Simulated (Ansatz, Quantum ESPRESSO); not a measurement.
# Equation of state of wurtzite GaN

How stiff is wurtzite GaN under hydrostatic load? Each row relaxes cell and atoms at a set pressure. The phase is followed to these pressures whether or not it stays the stable one.

Calculated with Quantum ESPRESSO 7.5, PBEsol, PseudoDojo 0.4.1 norm-conserving potentials, cutoff 1170 eV, Fermi–Dirac smearing 0.02 eV, k-mesh 10×10×6, no spin polarisation, no spin-orbit coupling.

Reference cell, relaxed at zero pressure with PBEsol (P6_3mc): a = 3.1836 Å, b = 3.1836 Å, c = 5.1871 Å, α = 90.00°, β = 90.00°, γ = 120.00°.

```
atom       x       y       z
  Ga  0.3333  0.6667  0.0003
  Ga  0.6667  0.3333  0.5003
   N  0.6667  0.3333  0.1237
   N  0.3333  0.6667  0.6237
```

| V (Å³/atom) | V/V0 | P (GPa) | E − E0 (meV/atom) |
| --- | --- | --- | --- |
| 11.6388 | 1.0225 | −3.988 | 3.2 |
| 11.1005 | 0.9752 | 4.993 | 4.3 |
| 10.8509 | 0.9533 | 9.998 | 15.9 |
| 10.4258 | 0.9160 | 20.003 | 55.3 |
| 10.0723 | 0.8849 | 30.006 | 110.2 |

V0 = 11.3825 Å³ an atom, where the residual pressure P0 is +0.007 GPa. **Question.** Fit the Birch–Murnaghan law and give the pressure and the energy at V = 10.6275 Å³ an atom, a row left out above.

With the Eulerian strain f = ½[(V0/V)^(2/3) − 1] and F = (P − P0)/[3f(1 + 2f)^(5/2)], the third-order law is the line F = B0 + (3/2) B0 (B′ − 4) f.

| f | F (GPa) |
| --- | --- |
| 0.04247 | 192.04 |
| 0.03014 | 191.06 |
| 0.01620 | 189.83 |
| 0.00843 | 189.02 |
| −0.00737 | 187.58 |

A straight line through the 5 rows: the means are 0.01797 for f and 189.91 for F, Σ(Δx)² = 0.001485 and ΣΔxΔy = 0.1339, so the slope is 0.1339/0.001485 = 90.161 and the intercept 189.91 − (90.161)(0.01797) = 188.29.

Hence B0 = 188.3 GPa and B′ = 4 + (90.2)/(1.5 × 188.3) = 4.32. For the withheld volume f = 0.02341, F = 190.40 GPa and P = 15.00 GPa. The run itself gives 15.01 GPa, so the estimate misses by 0.01 GPa, a rounding's worth.

Integrating the same law gives E − E0 = (9/2) B0 V0 f²[1 + (B′ − 4) f] + P0(V0 − V), with 1 GPa Å³ = 6.2415 meV: 33.3 meV an atom. The run itself gives 33.3 meV, so the estimate misses by 0.0 meV, a rounding's worth.

The same fit over all rows at other levels or in other programs gives B0 = 188 GPa with PBEsol (Ansatz) and 189 GPa with PBEsol (Quantum ESPRESSO, GBRV).

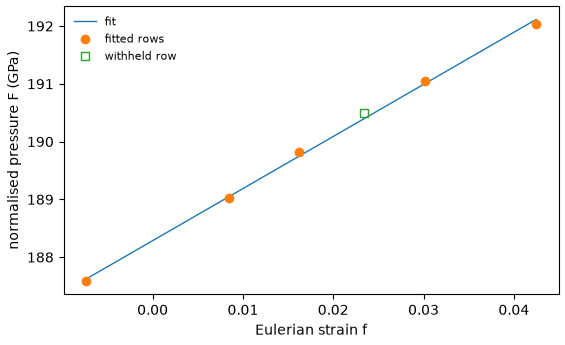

The fitted law, the rows behind it and the withheld row.

[Logs are printed without paths, hosts, clocks, repeated set-up lines and the standing remarks that a program may print on its own settings, such as how far it seeks lower states.]
